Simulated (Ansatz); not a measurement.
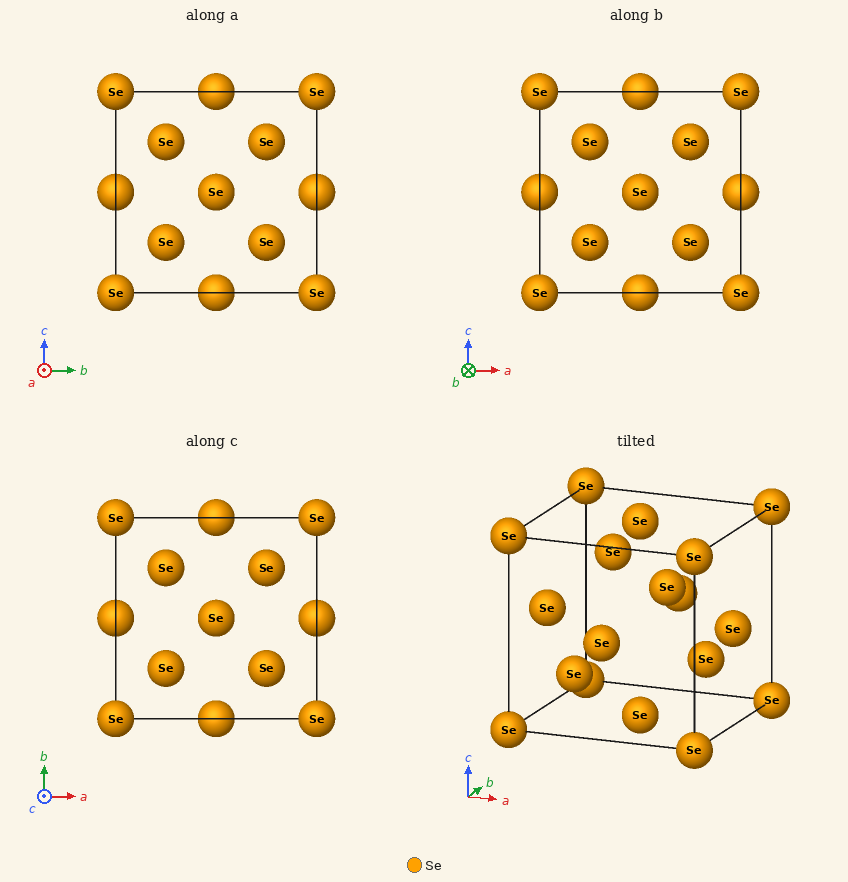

A spheres-only rendering, viewed along the a axis, along the b axis, along the c axis and slightly off an axis. Atoms at the boundary of the conventional unit cell (the box) are drawn once for each face, edge or corner they touch.

Lattice parameters: a = 6.5779 Å, b = 6.5779 Å, c = 6.5779 Å, α = 90.000°, β = 90.000°, γ = 90.000°.

Reconstruct the structure as a CIF with its space group and independent sites.

```cif
data_structure
_symmetry_space_group_name_H-M 'F d -3 m :1'
_symmetry_Int_Tables_number 227
_cell_length_a 6.5779
_cell_length_b 6.5779
_cell_length_c 6.5779
_cell_angle_alpha 90.000
_cell_angle_beta 90.000
_cell_angle_gamma 90.000
_cell_volume 284.62
loop_
_atom_site_label
_atom_site_type_symbol
_atom_site_symmetry_multiplicity
_atom_site_Wyckoff_symbol
_atom_site_fract_x
_atom_site_fract_y
_atom_site_fract_z
_atom_site_occupancy
Se1 Se 8 a 0.2500 0.7500 0.7500 1
```

The model was built from a structure type filled with this element by a generator (whether the element takes this form wasn't checked). Earlier steps of the study may have refined or changed the cell and positions. It was run through Ansatz as a DFT input.
